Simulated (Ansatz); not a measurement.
# AlO5: what the fields show

```
Al O
1.0
     3.05175    0.00000    0.00000
     0.00000    3.68205    0.00000
     0.00000    0.00000   18.09141
Al O
2 10
Cartesian
  1.5259 0.0000 17.2578
  0.0000 1.8410 0.8337
  0.0000 1.8410 6.4306
  0.0000 1.8410 7.6485
  1.5259 0.0000 11.6608
  1.5259 0.0000 10.4429
  0.0000 0.0000 16.0829
  0.0000 0.0000 14.7364
  1.5259 1.8410 17.6516
  1.5259 1.8410 2.0085
  1.5259 1.8410 3.3551
  0.0000 0.0000 0.4398
```

Space group Pmmn; a generated structure, not necessarily the stable one; spin-polarised.

All numbers below come from DFT PBE, scalar-relativistic, plane waves, PAW (Ansatz).

The density is the valence pseudo-density of a PAW calculation; it isn't the true density close to the nuclei.

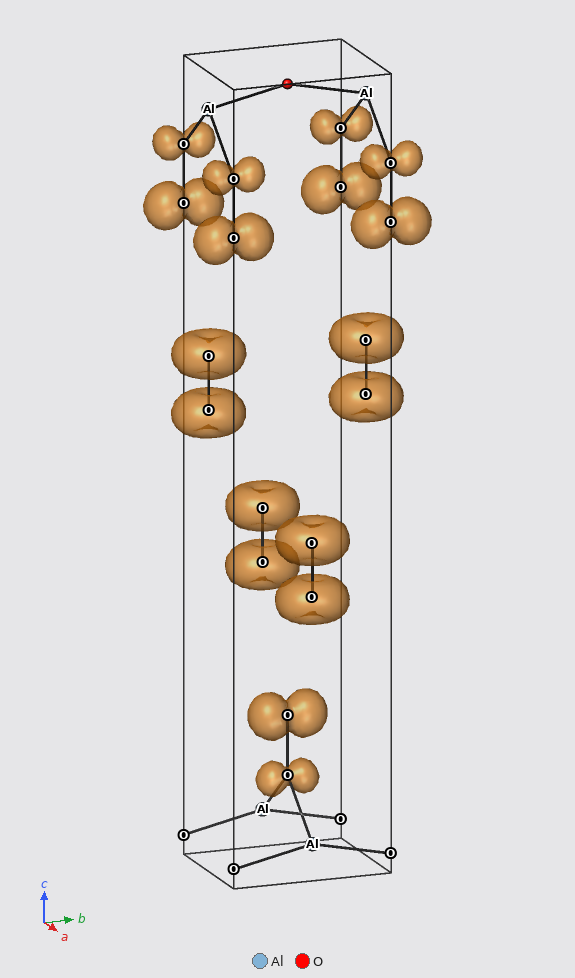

Figure 1. Isosurfaces of the spin density (up minus down) at +0.15 (orange) and −0.15 e/Å³ (purple), seen slightly off an axis. Sticks mark near contacts.

Q: Which atoms carry the moments, and with what signs?

A: The spin density sits on O: +0.5 μB (×6) in one cell of 12 atoms, with smaller moments on other sites: O (up to +0.16 μB): parallel moments (a ferromagnetic arrangement) in this solution. The cell of the calculation (12 atoms) carries 6.0 μB of net spin moment. Only one sign reaches the isovalue.

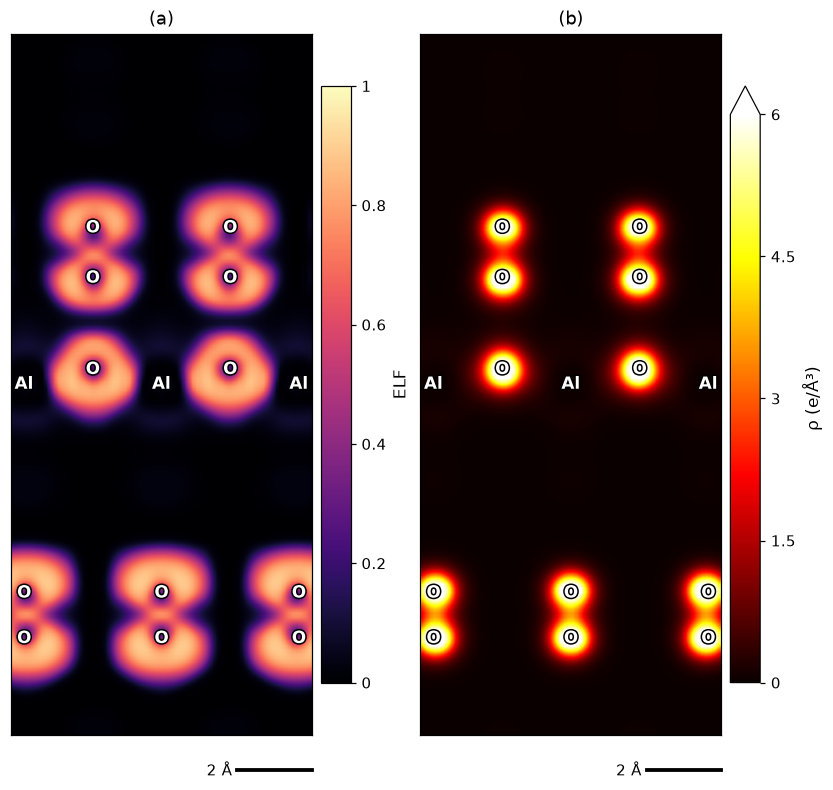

Figure 2. (a) ELF; (b) valence charge density (pseudo) on the (100) plane of the conventional cell.

Q: Describe what can be read from this map.

A: The plane passes through Al and O nuclei. O–O (1.22 Å): the density is about 3.6 e/Å³ at the midpoint; the ELF peaks at about 0.80 between the atoms. Al–O (1.88 Å): the density is about 0.61 e/Å³ at the midpoint; the ELF peaks at about 0.85 in the valence shell of O, 0.6 Å from its nucleus, and is about 0.80 at the midpoint. O–O (1.35 Å): the density is about 2.5 e/Å³ at the midpoint; the ELF peaks at about 0.75 between the atoms. The density dies away to nearly zero in the voids. The ELF also peaks beside O, away from the bonds: non-bonding electrons, paired or unpaired.

Q: Metal or insulator at this level of theory?

A: It is metallic or semimetallic at this level of theory: no gap opens.
